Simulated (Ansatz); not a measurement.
# A series of single points on V

System: V (Fmmm, 1 atom in the cell).
Method: DFT PBEsol, scalar-relativistic, plane waves, PAW, no spin polarisation (Ansatz 0.2.0).

The 6 runs differ only in the geometry, by a strain of the cell at fixed fractional positions. Against run 4, the strain is εxx = −0.02 η, εxz = η and εzz = −0.02 η. The structure derives from an entry of the Crystallography Open Database.

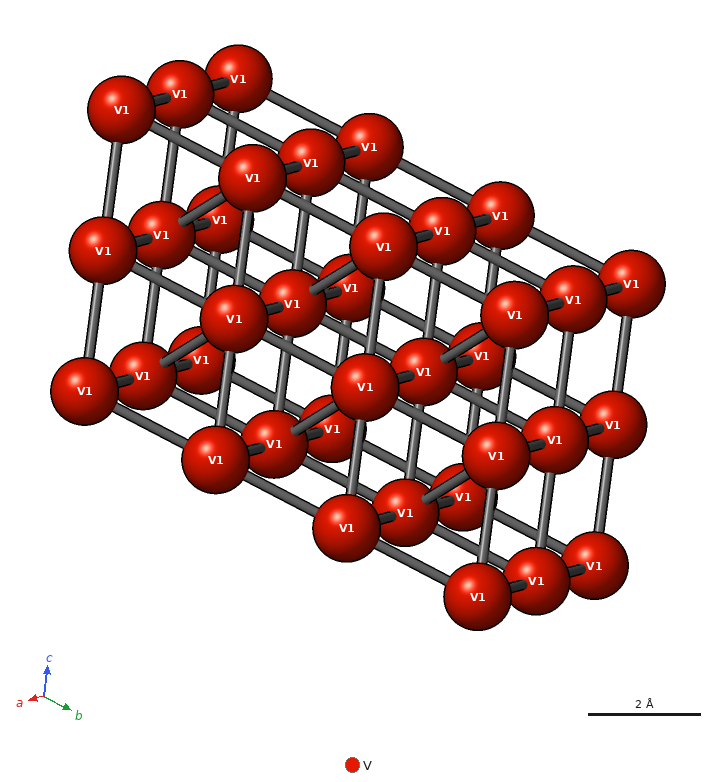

Figure 1. The structure of run 4 (ball-and-stick view of the cell of the calculation, repeated 2 × 3 × 2, seen slightly off an axis; atoms are numbered from 1 in the order of the input). An atom can appear more than once, as a periodic image.

### Input of run 4
```yaml
crystal:
  lattice:
    - [-1.48463125, 1.513, 1.48463125]
    - [1.54136875, -1.513, 1.54136875]
    - [1.48463125, 1.513, -1.48463125]
  atoms:
    - { symbol: V, position: [0.0, 0.0, 0.0] }
basis:
  ecutwfc: 420
kpoints:
  mp_grid: { grid: [22, 22, 22] }
hamiltonian:
  xc: pbesol
scf:
  occupations: { method: gaussian, width: 0.15 }
output:
  forces: true
  stress: true
  eigenvalues: true
```

Command:
```bash
ansatz run input.yaml --threads 1 --pin off --max-ram 2560MiB --backend cpu --events-out ev --progress --plain --runs-dir out
```

Run 5 differs from it as follows:
```diff
-    - [-1.48463125, 1.513, 1.48463125]
-    - [1.54136875, -1.513, 1.54136875]
-    - [1.48463125, 1.513, -1.48463125]
+    - [-1.4789575, 1.513, 1.4789575]
+    - [1.5470425, -1.513, 1.5470425]
+    - [1.4789575, 1.513, -1.4789575]
```

### Results, with one run withheld

| run | strain parameter η (%) | free energy per atom, from the lowest run given (meV) | pressure (GPa) |
| --- | --- | --- | --- |
| 1 | −4.8767 | 1.93 | −11.46 |
| 2 | −1.5005 | 0.00 | −11.60 |
| 3 | −0.7503 | 0.24 | −11.59 |
| 4 | 0.0000 | 0.73 | −11.56 |
| 5 | 0.3751 | ? | ? |
| 6 | 0.7503 | 1.48 | −11.50 |

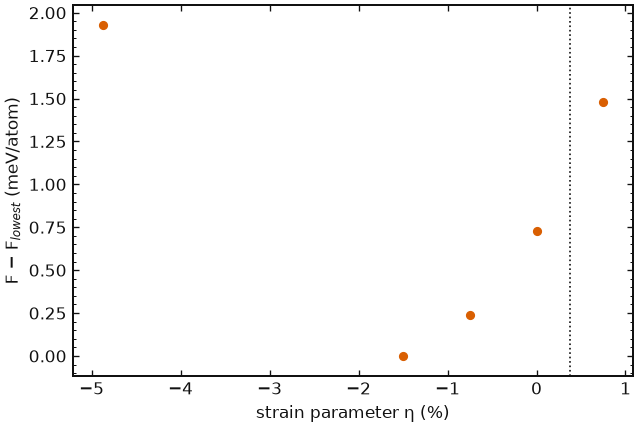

Figure 2. Free energy per atom of the runs given; the dotted line marks run 5.

What should run 5 give?

A cubic polynomial in the coordinate, fitted to the 5 runs given, misses them by under 0.01 meV per atom. With x = η + 1.2754, it reads F = 0.045734 + 0.2514 x + 0.22167 x² + 0.001826 x³ (meV per atom). At run 5 it gives 1.07 meV per atom, and the run itself gives 1.07. The fit has its minimum at η = −1.8465 %.

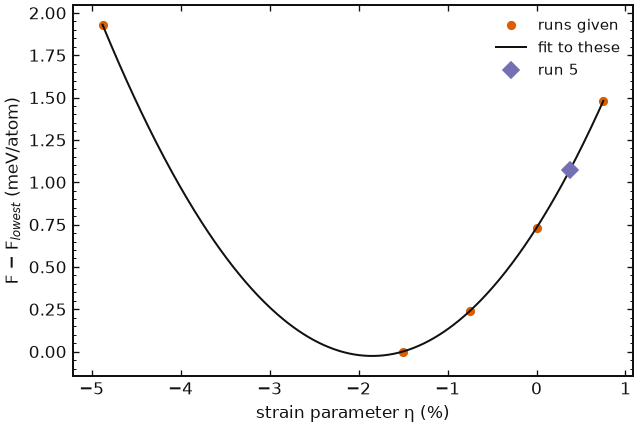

Figure 3. The fit and the withheld run.

### Output, shortened to warnings, some set-up lines, iterations and results (run 5)
```
Basis set: ecut = 420 eV, 257 PW (Γ), exchange–correlation on 36×36×36 points (8 copies of the dense FFT grid, shifted against one another)
Symmetry: 8 space group operations
k-points: 1530 of 10648
Initial density: superposition of atomic densities (neutral atoms: chi_scale 0, normalization atom), corrected by the library's trained network
[...]
SCF iter   1: F=—  HF=-2885.266221 eV  |F-HF|=—  |Δ(HF+E_count)|=         —  Δρ=9.93e-3  dr2=8.80e-3  ethr=1.77e-3  ⟨swp⟩=4.0  Hψ=85339  notcnv=0
SCF iter   2: F=—  HF=-2885.264318 eV  |F-HF|=—  |Δ(HF+E_count)|=   1.90e-3  Δρ=4.61e-3  dr2=2.14e-3  ethr=6.77e-5  ⟨swp⟩=3.0  Hψ=43645  notcnv=0  defer=41
SCF iter   3: F=—  HF=-2885.263692 eV  |F-HF|=—  |Δ(HF+E_count)|=   6.26e-4  Δρ=1.64e-3  dr2=8.40e-5  ethr=1.64e-5  ⟨swp⟩=2.8  Hψ=25418  notcnv=0  defer=41
SCF iter   4: F=—  HF=-2885.263697 eV  |F-HF|=—  |Δ(HF+E_count)|=   4.75e-6  Δρ=7.10e-5  dr2=2.71e-7  ethr=6.46e-7  ⟨swp⟩=1.0  Hψ=16628  notcnv=0  defer=41
SCF iter   5: F=-2885.263697 eV  HF=-2885.263697 eV  |F-HF|=5.41e-9  |Δ(HF+E_count)|=   4.48e-8  Δρ=1.23e-5  dr2=1.22e-8  ethr=2.08e-9  ⟨swp⟩=2.1  Hψ=25498  notcnv=0  defer=41
SCF iter   6: F=-2885.263697 eV  HF=-2885.263697 eV  |F-HF|=1.80e-10  |Δ(HF+E_count)|=   1.60e-9  Δρ=2.26e-6  dr2=3.46e-10  ethr=9.39e-11  ⟨swp⟩=2.3  Hψ=49581  notcnv=0
SCF 1 converged in 6 iterations: F = -2885.263697 eV  dr2 = 3.46e-10
SCF converged after 6 iterations
Free energy (F): -2885.263697 eV
Harris-Foulkes:  -2885.263697 eV  (|F-HF|=1.80e-10)
Internal energy: -2885.242518 eV  (E = F + TS)
E sigma→0 (E₀):  -2885.253107 eV
Entropy (-TS):   -0.021178 eV (-21.178 meV/atom)
Fermi energy:    15.871717 eV
--- Per-component energies (eV) ---
  E_band       = -151.948246
  E_kinetic    = 335.399092
  E_local      = -914.237178  (includes V_loc(G=0)·N_el)
  E_nonlocal   = -44.149524
  E_hartree    = 416.217365
  E_xc         = -129.185441
  E_vxc        = -164.466380  (∫ρ·V_xc dr)
  E_paw        = -1086.137893  (= ΣΔE_a)
  E_vpaw       = -196.928568  (= ΣTr[D̂ρ^β])
  E_aug_tail   = 0.000259  (compensation charges beyond the density's cutoff)
  E_ewald      = -1463.298877
  E_core_change = 0.149679  (= ΣΔE_core)
  E_smearing   = -0.021178  (= −TS)
  E_closure    = -0.000000  (closes the sum)
  Σ components = -2885.263697   (vs F -2885.263697, Δ=0.00e0)
--- Forces (eV/Å), atoms counted from 1 ---
  atom   1  V      0.00000000     0.00000000     0.00000000
  max |Σ_I F_I| component: 3.70e-32 eV/Å
--- Stress (GPa, compression-positive) ---
      -11.627066       0.000000      -0.837763
        0.000000     -11.341239      -0.000000
       -0.837763      -0.000000     -11.627066
  P = ⅓ Tr σ = -11.5318 GPa (-115.318 kbar)
```

Notes: The run has no spin polarisation, so a magnetic state may lie lower.
